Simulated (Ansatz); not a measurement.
Ce

The calculation's input:

```
crystal:
  lattice:
    - [0.007831, 2.5677, 2.609494]
    - [2.539077, 0.010876, 2.60645]
    - [2.56842, 2.593999, -0.018467]
  atoms:
    - { symbol: Ce, position: [-0.004873, -3.3e-05, -0.007516], spin: 1.0 }
hamiltonian:
  xc: pbesol
  pseudopotentials: { kind: paw }
magnetization:
  spin_polarized: true
kpoints:
  mp_grid: { grid: [9, 9, 9] }
scf:
  occupations: { method: fermi_dirac, width: 0.05 }
output:
  forces: true
  stress: true
  eigenvalues: true
  write_density: true
  write_potential: true
  elf: true
  volumetric_format: npy
```

Run with:

```sh
ansatz run input.yaml --threads 2 --pin off --max-ram 5632MiB --backend cpu --events-out ev --progress --plain --runs-dir out
```

Below, planes, directions and counts refer to the conventional cell (a = 3.60 Å, b = 3.64 Å, c = 3.65 Å, α = 119.30°, β = 90.57°, γ = 119.22°).

Space group P-1; changed on purpose from its base cell (cell strained at random at fixed volume); computed pressure about −8 GPa in this cell; the SCF solution may not be the lowest one; no Hubbard U on the f states and no spin–orbit coupling; spin-polarised.

All numbers below come from Kohn-Sham DFT of a periodic cell, PBEsol, Ansatz PAW in Ansatz.

Question: Predict the valence pseudo-density, electron localisation function and spin density between the atoms.

Answer: Ce–Ce (3.60 Å): the density is about 0.11 e/Å³ at the midpoint; the ELF is about 0.10 at the midpoint (no shared electron pair shows on this line).
Ce–Ce (3.65 Å): the density is about 0.1 e/Å³ at the midpoint; the ELF is about 0.10 at the midpoint: no localised pair shows between them.
The spin density sits on Ce: +0.7 μB in one cell of 1 atoms: parallel main moments, as they must be, since the calculation's own cell holds one magnetic site. The cell of the calculation (1 atoms) carries 0.8 μB of net spin moment.

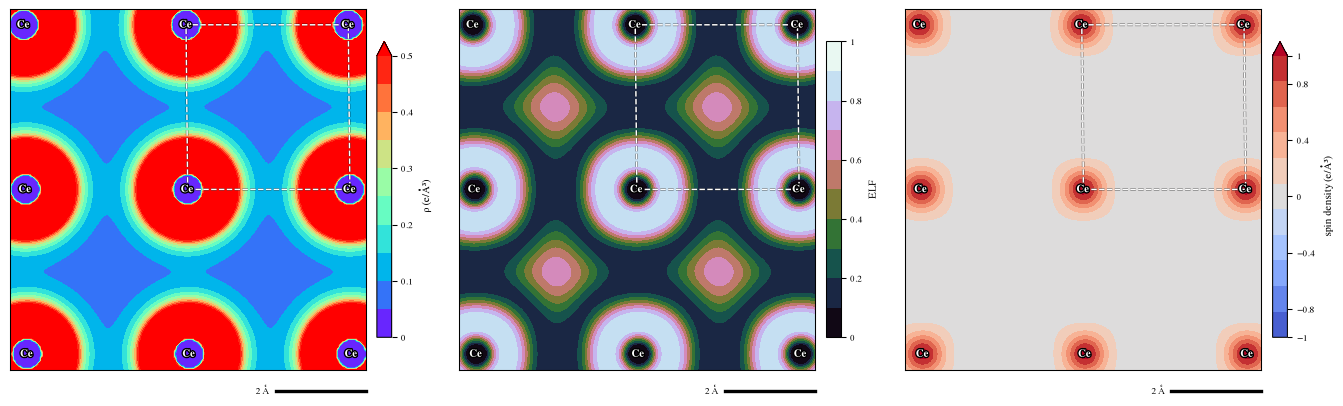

Computed valence pseudo-density, electron localisation function and spin density on the (010) plane of the conventional cell, in this order. 
